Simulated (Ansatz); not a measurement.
Consider Zn14Cu (cell with a defect).

```
Cu Zn
1.0
     3.92881    3.92881    3.92881
    -3.92881    3.92881   -3.92881
    -3.92881   -3.92881    3.92881
Cu Zn
1 14
Direct
  0.00000 0.01019 0.98981
  0.24019 0.75719 0.01048
  0.00000 0.50317 0.49683
  0.24551 0.49638 0.24791
  0.50744 0.50208 0.00536
  0.00000 0.25231 0.74769
  0.24019 0.22971 0.48300
  0.49705 0.24714 0.24991
  0.75449 0.25087 0.00240
  0.24551 0.99760 0.74913
  0.49256 0.99464 0.49792
  0.75981 0.98952 0.24281
  0.50295 0.75009 0.75286
  0.75449 0.75209 0.50362
  0.75981 0.51700 0.77029
```

Computed without spin polarisation.

Method: Ansatz 0.2.0, DFT PBE, scalar-relativistic, plane waves, PAW.

Predict the valence pseudo-density and electron localisation function between the atoms.

Zn–Zn (2.77 Å): the density is about 0.2 e/Å³ at the midpoint; the ELF is about 0.30 at the midpoint.

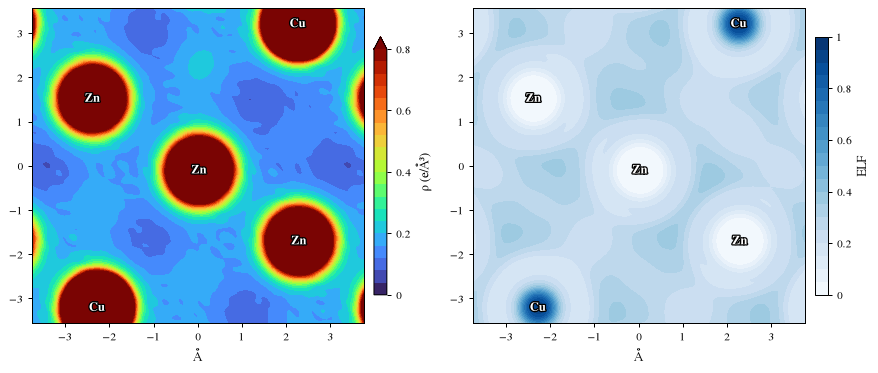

Computed valence pseudo-density and electron localisation function on the (001) plane of the calculation cell, in this order. 

In a PAW calculation such maps are meaningful between the atoms, not at the nuclei.
